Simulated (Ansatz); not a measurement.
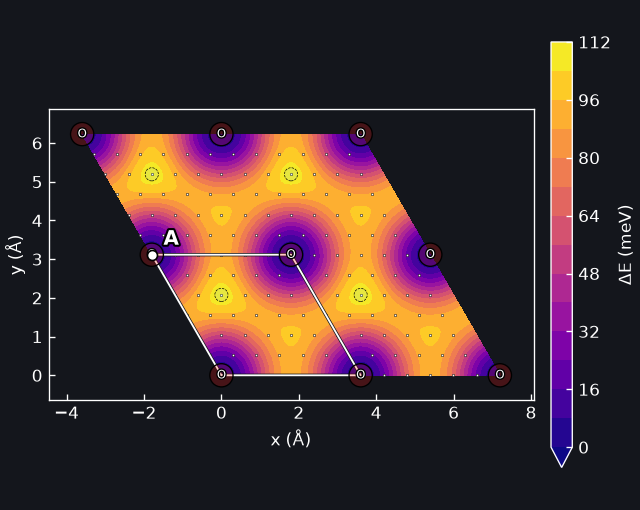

Si on a ZrO₂(111) slab cut from the Fm-3m phase, its upper half relaxed before the scan (6 atoms of substrate and one adsorbate in a 1 × 1 cell). Si is moved over the surface cell at a fixed height above a rigid substrate; the origin of the map has the adsorbate above O6; the height is held at 3.00 Å. Places are given modulo a cell vector. The map is drawn in real space over the plane of the surface. Grid: 6 × 6 points; 10 points were computed and 26 follow by symmetry. All energies are given in meV relative to the lowest grid point. With one adsorbate in each 1 × 1 cell, its nearest image is 3.6 Å away, so neighbouring adsorbates interact. At a fixed height the lowest place need not be the adsorption site. Computed with DFT PBE+D3(BJ), scalar-relativistic, plane waves, PAW in Ansatz 0.2.0. Settings: cutoff 420 eV, k-mesh 9×9×1, gaussian smearing 0.05 eV, spin-polarised.

The picture shows filled contours, dots at the grid points, labelled circles for the atoms of the top layer and small ones for the second layer, the outline of one cell of the 2 × 2 shown, the point A. Between grid points the surface is interpolated.

Find the lowest pass out of the well at A.

Answer. The easiest path leads from the well at the top site over a surface O atom, (0/6, 0/6) of the cell vectors to its copy one period on. Its highest point lies about 92 meV above the bottom of the first well on the interpolated surface, at about (0.52, 0.04) of the cell vectors. This is the barrier on the constrained surface; relaxing the other coordinates would change it.

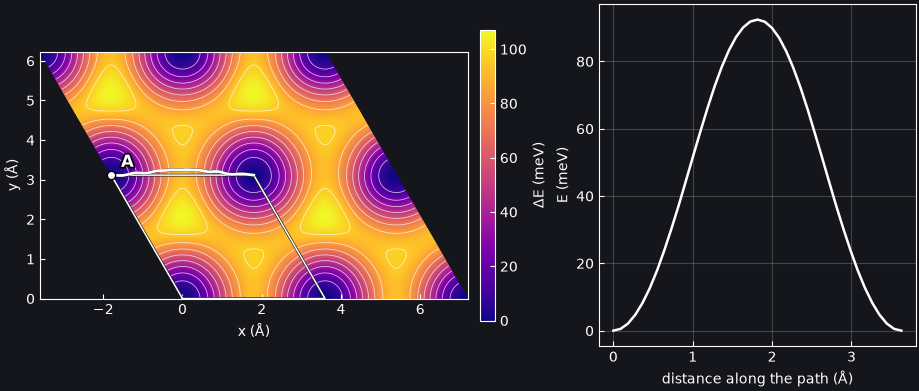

Drawn: a smooth colour map with a few white contour lines, a line along the lowest path, the outline of one cell of the 2 × 2 shown, the energy along the path at the right. Between grid points the surface is interpolated.

PAW datasets: the set soft_1.
